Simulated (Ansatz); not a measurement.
**Single-point calculation of AlNi**

AlNi (2 atoms in the cell), computed with DFT PBEsol, scalar-relativistic, plane waves, PAW, no spin polarisation (Ansatz 0.2.0).

The structure derives from a Materials Project entry. It belongs to a series of runs on one base structure; here: mode 4 (302.2 1/cm) frozen in, largest displacement -0.100 A. Figures and captions count atoms from 1; the log counts them from 0 in places.

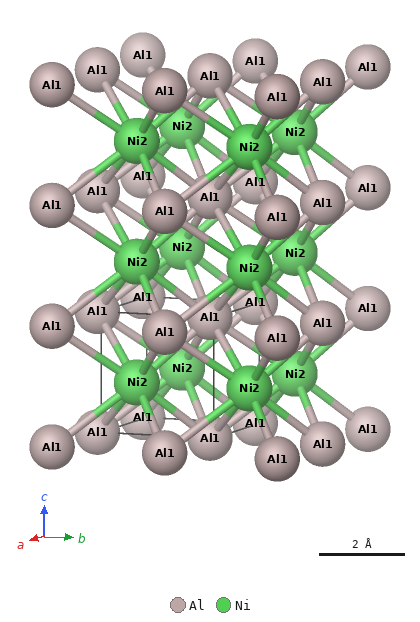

The structure as given in the input (ball-and-stick view of the cell of the calculation, repeated 2 × 2 × 3, seen slightly off an axis; atoms are numbered from 1 in the order of the input). An atom can appear more than once, as a periodic image. Near neighbours in the periodic cell (some may lie outside the picture): Al has 8 Ni at 2.40 to 2.57 Å; Ni has 8 Al at 2.40 to 2.57 Å.

Input file
```yaml
crystal:
  lattice:
    - [2.0213280871, -2.0213497883, 0.0]
    - [2.0213280871, 2.0213497883, 0.0]
    - [0.0, 0.0, 2.8694088109]
  atoms:
    - { symbol: Al, position: [0.0, -0.0349820986, 0.0] }
    - { symbol: Ni, position: [0.5, 0.5160813795, 0.5] }
basis:
  ecutwfc: 420
kpoints:
  mp_grid: { grid: [20, 20, 20] }
hamiltonian:
  xc: pbesol
scf:
  occupations: { method: gaussian, width: 0.15 }
output:
  forces: true
  stress: true
  eigenvalues: true
  write_density: true
  write_potential: true
  elf: true
  volumetric_format: npy
```

Hardware: 2 threads of Arm Neoverse V2, 24 GiB of memory available, shared host.

Launch command:
```bash
ansatz run input.yaml --threads 2 --pin off --max-ram 5120MiB --backend cpu --events-out ev --progress --plain --runs-dir out
```

What the program printed
```
Warning: 2 symmetry operations that the atoms keep within the bar at which the run's group was sought (crystal.symmetry.tolerance 1.0e-5, or twice it) were not taken beside the 2 unitary ones that the detection took (of a slab, those that keep its plane). If the more symmetric cell is meant, write the vectors of crystal.lattice to more decimals, or, with the positions in fractional coordinates, give it by lengths and angles (which lays the cell in the standard orientation, to which the deck's other Cartesian keys then refer), with the lengths that are meant to be equal typed equal, the angles likewise, and each angle that the symmetry fixes typed at its exact value (of a frozen-density pass: in the run whose state it reads). The detection then takes those 2 too, where the atoms keep them as a group. The lattice (crystal.lattice as typed, or as saved on a frozen-density pass laid at its state's geometry) misses each of them by more than the tolerance, the farthest off changing a squared length by the fraction 2.1e-5. The run does not impose them: its cell is that one, or, where this deck is also told that its lattice was moved onto its group, that cell laid onto the operations that were taken. If the cell is strained on purpose, what lies past the tolerance is rightly left out.
Engine: ansatz 0.2.0, aarch64-unknown-linux-gnu
Pseudopotentials: kind: paw
Pseudopotential: Al, paw, valence charge 3, recommended cutoff 420 eV (normal), Al.paw.azcp
Pseudopotential: Ni, paw, valence charge 18, recommended cutoff 420 eV (normal), Ni.paw.azcp
Functional definition: PBEsol
  exchange = pbesol_x
  correlation = pbesol_c
Crystal: 2 atoms, lattice volume = 23.448 Å³
Basis set: ecut = 420 eV, 461 PW (Γ), exchange–correlation on 40×40×40 points (8 copies of the dense FFT grid, shifted against one another)
Bands: 15, of which v1, the nominal top of the filled ones, is band 11 counted from 1 (10 counted from 0)
Symmetry: 2 space group operations
Space group: Pm (ITA 6), of the structure as read, at distance tolerance 2.9e-5 Å
k-points: 2222 of 8000 (time reversal used)
Non-local potential: Al, projectors of the file, l = 0: 2, l = 1: 2, l = 2: 1
Non-local potential: Ni, projectors of the file, l = 0: 3, l = 1: 2, l = 2: 3, l = 3: 1
PAW form: soft (Blöchl's): semilocal exchange-correlation on the pseudo side does not see the compensation charge
PAW frozen core: Al, regenerated for the run's functional, and the local potential with it (the file was generated under x = pbe(κ = 0.804, μ = 0.2195149727645171), c = pbe(β = 0.06672455060314922))
PAW frozen core: Ni, regenerated for the run's functional, and the local potential with it (the file was generated under x = pbe(κ = 0.804, μ = 0.2195149727645171), c = pbe(β = 0.06672455060314922))
PAW one-centre angular grid: Al, 110 points (default); XC on 64 Gauss nodes
PAW one-centre angular grid: Ni, 590 points (default); XC on 64 Gauss nodes
Initial density: superposition of atomic densities (neutral atoms: chi_scale 0, normalization atom), corrected by the library's trained network
Initial wavefunctions: pseudopotential atomic-orbital guess
Functional: x = pbesol(κ = 0.804, μ = 0.12345679012345678), c = pbesol(β = 0.046)
SCF iter   1: F=—  HF=-6330.808141 eV  |F-HF|=—  |Δ(HF+E_count)|=         —  Δρ=1.88e-2  dr2=4.80e-2  ethr=1.77e-3  ⟨swp⟩=4.4  Hψ=149028  notcnv=0
preconditioner: auto → none  [metal: Δε(μ)=0.002 eV  Ē_g=9.774 eV  σ=0.150 eV  W_gap=0.01  n_scr=6 (ndim 8)  ℏωp=27.6 eV  f_vac=0.000  D(μ)=0.88/eV (n_scr^D=6)  sad-step TF]
SCF iter   2: F=—  HF=-6330.802263 eV  |F-HF|=—  |Δ(HF+E_count)|=   5.88e-3  Δρ=6.41e-3  dr2=6.39e-3  ethr=2.29e-4  ⟨swp⟩=1.7  Hψ=53705  notcnv=0  defer=83
SCF iter   3: F=—  HF=-6330.801537 eV  |F-HF|=—  |Δ(HF+E_count)|=   7.25e-4  Δρ=9.79e-4  dr2=1.61e-4  ethr=3.04e-5  ⟨swp⟩=1.0  Hψ=32815  notcnv=0  defer=83
SCF iter   4: F=—  HF=-6330.801515 eV  |F-HF|=—  |Δ(HF+E_count)|=   2.19e-5  Δρ=6.93e-5  dr2=3.73e-7  ethr=7.68e-7  ⟨swp⟩=1.3  Hψ=35961  notcnv=0  defer=83
SCF iter   5: F=—  HF=-6330.801514 eV  |F-HF|=—  |Δ(HF+E_count)|=   1.51e-6  Δρ=2.07e-5  dr2=7.25e-8  ethr=1.77e-9  ⟨swp⟩=2.0  Hψ=54991  notcnv=0  defer=83
SCF iter   6: F=-6330.801514 eV  HF=-6330.801514 eV  |F-HF|=5.55e-11  |Δ(HF+E_count)|=   1.97e-9  Δρ=1.38e-6  dr2=1.64e-10  ethr=3.45e-10  ⟨swp⟩=6.7  Hψ=194326  notcnv=0
the search or the solves at the SCF's close seem to have found levels that the self-consistency loop had missed (the run counts 2). By its estimate they hold under 1e-12 electrons; where the run keeps them, the occupations were computed again with them
SCF 1 converged in 6 iterations: F = -6330.801514 eV  dr2 = 1.64e-10
  greatest PAW one-centre occupation: 1.001 electrons in one spin orbital (limit 2), on the Ni atom at site 1 (counted from 0), in its partial waves of l = 1
SCF converged after 6 iterations
Free energy (F): -6330.801514 eV
Harris-Foulkes:  -6330.801514 eV  (|F-HF|=5.55e-11)
Internal energy: -6330.791783 eV  (E = F + TS)
E sigma→0 (E₀):  -6330.796648 eV
Entropy (-TS):   -0.009731 eV (-4.865 meV/atom)
Fermi energy:    14.179621 eV
--- Per-component energies (eV) ---
  E_band       = -331.896836
  E_kinetic    = 312.369330
  E_local      = -4421.651394  (includes V_loc(G=0)·N_el)
  E_nonlocal   = 648.814311
  E_hartree    = 1901.362045
  E_xc         = -125.972010
  E_vxc        = -141.221283  (∫ρ·V_xc dr)
  E_paw        = -2052.855986  (= ΣΔE_a)
  E_vpaw       = -532.932273  (= ΣTr[D̂ρ^β])
  E_aug_tail   = 0.000393  (compensation charges beyond the density's cutoff)
  E_ewald      = -2593.074899
  E_core_change = 0.216428  (= ΣΔE_core)
  E_smearing   = -0.009731  (= −TS)
  E_closure    = -0.000000  (closes the sum)
  Σ components = -6330.801514   (vs F -6330.801514, Δ=0.00e0)
--- Forces (eV/Å), atoms counted from 1 ---
  atom   1  Al     0.64059054     0.64053478     0.00000000
  atom   2  Ni    -0.64059285    -0.64053710     0.00000000
  max |Σ_I F_I| component: 2.32e-6 eV/Å
--- Stress (GPa, compression-positive) ---
        1.388774      -0.578350       0.000000
       -0.578350       1.386101       0.000000
        0.000000       0.000000       1.697774
  P = ⅓ Tr σ = 1.4909 GPa (14.909 kbar)
--- Band table (eV; the first three rows and the last of 2222) ---
  k-point 0: bands = ["-88.8684", "-49.4213", "-49.4204", "-49.4099", "2.8910", "10.8111", "10.8355", "12.5765", "12.5980", "12.6089", "19.6580", "19.7945", "19.8020", "22.3796", "22.4215"]
  k-point 1: bands = ["-88.8683", "-49.4219", "-49.4204", "-49.4099", "2.9375", "10.8099", "10.8447", "12.5550", "12.5775", "12.6117", "19.1003", "19.8563", "19.8902", "22.4215", "22.8687"]
  k-point 2: bands = ["-88.8682", "-49.4237", "-49.4202", "-49.4097", "3.0768", "10.7970", "10.8752", "12.4952", "12.5193", "12.6182", "18.0494", "20.0385", "20.0751", "22.4263", "23.7683"]
  k-point 2221: bands = ["-88.8636", "-49.4416", "-49.4413", "-49.4310", "9.9573", "9.9836", "9.9843", "13.1660", "13.1832", "16.0544", "16.0627", "16.1557", "17.8341", "18.7933", "18.8333"]
```

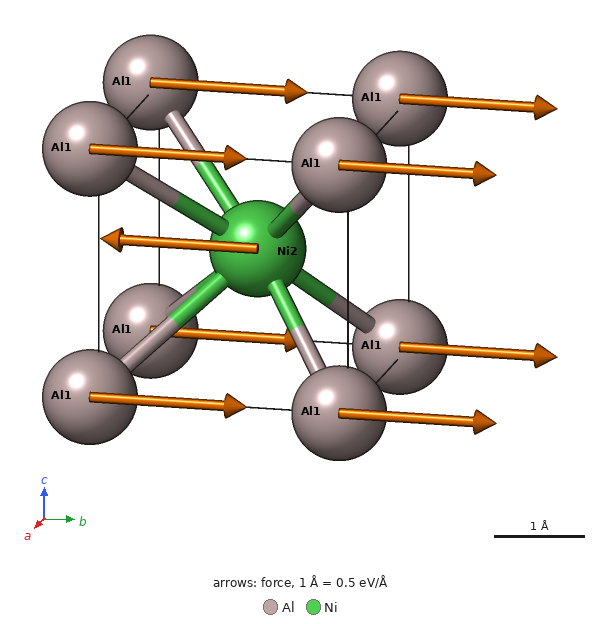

Forces on the atoms as orange arrows (ball-and-stick view of the cell of the calculation, seen slightly off an axis; atoms are numbered from 1 in the order of the input). The largest act on Ni2 (0.91 eV/Å); Al1 (0.91 eV/Å). The geometry is not a stationary point of this energy.

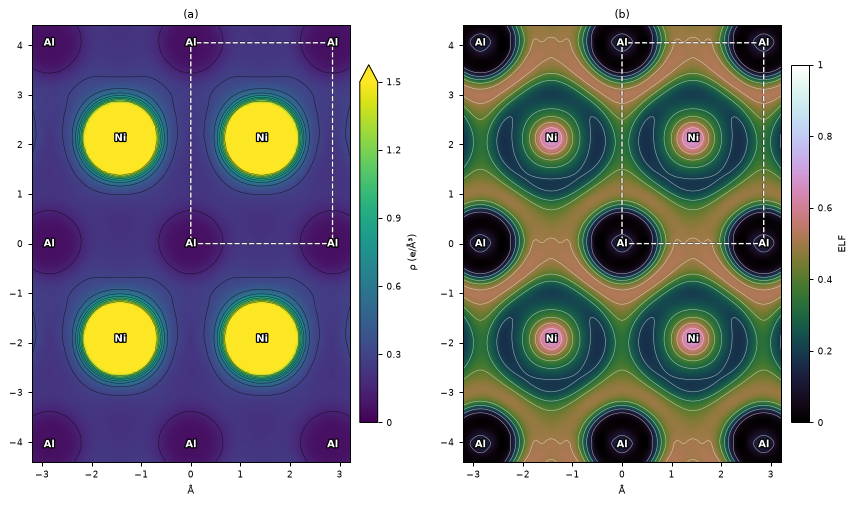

(a) valence charge density (pseudo); (b) ELF on the (101̄) plane of the conventional cell. The section cuts through Al and Ni sites. Away from the nuclei the density in this plane falls to 0.22 e/Å³ at its lowest. The strong features right at Ni lie inside the PAW spheres (semicore, d or f shells) and say nothing about bonding. The fields are those of the smooth PAW valence density.

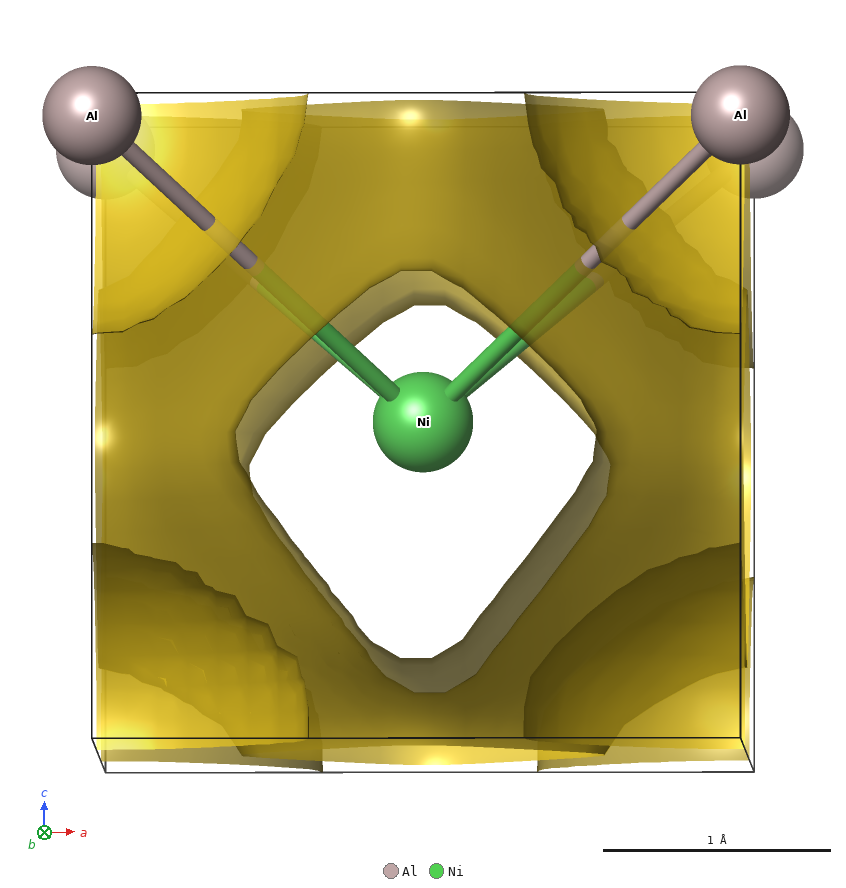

Isosurface of the electron localisation function at 0.45 (yellow), seen at an oblique angle. Core shells and regions of very low density are left out. Sticks mark near contacts. The outline is the cell set on symmetry axes. Profiles from the grid: Al–Ni (2.40 Å): the ELF is about 0.40 at the midpoint, which marks nearly free electrons, as in a simple metal. Al–Ni (2.57 Å): the ELF is about 0.40 at the midpoint, which marks nearly free electrons, as in a simple metal.

Summary

| quantity | value |
| --- | --- |
| outcome | converged |
| space group (tolerance 0.01 Å) | Pmm2 (25) |
| electrons treated | 21 |
| free energy | −6330.8015 eV |
| Fermi energy | 14.180 eV |
| gap on the k-point mesh | none (metallic) |
| pressure | 1.49 GPa |
| largest force (length of the vector) | 0.906 eV/Å |
| wall time | 35 s (CPU time 69 s) |
| peak memory | 1.1 GiB |

Notes

Warnings of the run: near-symmetries of the structure were not used. The run has no spin polarisation, so a magnetic state may lie lower.
